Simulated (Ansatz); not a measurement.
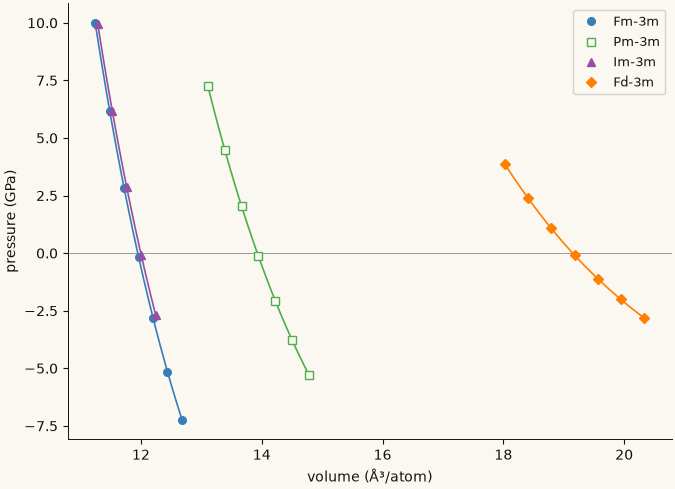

Plotted: pressure against volume, with one curve for each structure, for Cu.

Calculation (Ansatz 0.2.0 development build): equation of state of a cubic crystal from periodic Kohn-Sham density functional theory without spin, third-order Birch-Murnaghan fit to the free energies; pressure corrected for the finite basis. Level: PBE.

| setting | value |
| --- | --- |
| occupation method | Fermi–Dirac |
| occupation width | 0.06123 eV |
| wave cutoff | 420 eV |
| datasets | soft-1 PAW |
| density tolerance | 1e−07 eV |
| density cutoff ratio | 4 |
| search for lower states | default |

Settings that differ: Fm-3m: k mesh 26×26×26, atoms in cell 1, lattice centring face-centred primitive, space group number 225, structure type fcc; Pm-3m: k mesh 23×23×23, atoms in cell 1, lattice centring simple cubic, space group number 221, structure type simple cubic; Im-3m: k mesh 53×53×53, atoms in cell 1, lattice centring body-centred primitive, space group number 229, structure type bcc; Fd-3m: k mesh 18×18×18, atoms in cell 2, lattice centring face-centred primitive, space group number 227, structure type diamond.

**Order the curves by fitted equilibrium volume, smallest first.**

Fm-3m 11.95, Im-3m 12.00, Pm-3m 13.93, Fd-3m 19.15 Å³/atom.

**For Fm-3m: what does the pressure do across the range?**

It falls from 10.0 GPa at volume 11.24 Å³/atom to −7.2 GPa at 12.68 Å³/atom, and changes sign near 11.95 Å³/atom.

Caveats: cubic model structure, not the ambient form (Pm-3m, Im-3m, Fd-3m); modest k-mesh, values are not fully converged in k (Pm-3m).

The computed values:

Fm-3m:
```json
{"volume (Å³/atom)": "11.24", "pressure (GPa)": "10.0"}
{"volume (Å³/atom)": "11.48", "pressure (GPa)": "6.2"}
{"volume (Å³/atom)": "11.72", "pressure (GPa)": "2.8"}
{"volume (Å³/atom)": "11.96", "pressure (GPa)": "-0.2"}
{"volume (Å³/atom)": "12.20", "pressure (GPa)": "-2.8"}
{"volume (Å³/atom)": "12.44", "pressure (GPa)": "-5.1"}
{"volume (Å³/atom)": "12.68", "pressure (GPa)": "-7.2"}
```

Pm-3m:
```json
{"volume (Å³/atom)": "13.11", "pressure (GPa)": "7.2"}
{"volume (Å³/atom)": "13.39", "pressure (GPa)": "4.5"}
{"volume (Å³/atom)": "13.67", "pressure (GPa)": "2.0"}
{"volume (Å³/atom)": "13.95", "pressure (GPa)": "-0.1"}
{"volume (Å³/atom)": "14.22", "pressure (GPa)": "-2.1"}
{"volume (Å³/atom)": "14.50", "pressure (GPa)": "-3.8"}
{"volume (Å³/atom)": "14.78", "pressure (GPa)": "-5.3"}
```

Im-3m:
```json
{"volume (Å³/atom)": "11.28", "pressure (GPa)": "9.9"}
{"volume (Å³/atom)": "11.53", "pressure (GPa)": "6.2"}
{"volume (Å³/atom)": "11.77", "pressure (GPa)": "2.9"}
{"volume (Å³/atom)": "12.01", "pressure (GPa)": "-0.1"}
{"volume (Å³/atom)": "12.25", "pressure (GPa)": "-2.7"}
```

Fd-3m:
```json
{"volume (Å³/atom)": "18.03", "pressure (GPa)": "3.854"}
{"volume (Å³/atom)": "18.41", "pressure (GPa)": "2.378"}
{"volume (Å³/atom)": "18.80", "pressure (GPa)": "1.071"}
{"volume (Å³/atom)": "19.18", "pressure (GPa)": "-0.090"}
{"volume (Å³/atom)": "19.56", "pressure (GPa)": "-1.108"}
{"volume (Å³/atom)": "19.95", "pressure (GPa)": "-2.012"}
{"volume (Å³/atom)": "20.33", "pressure (GPa)": "-2.811"}
```
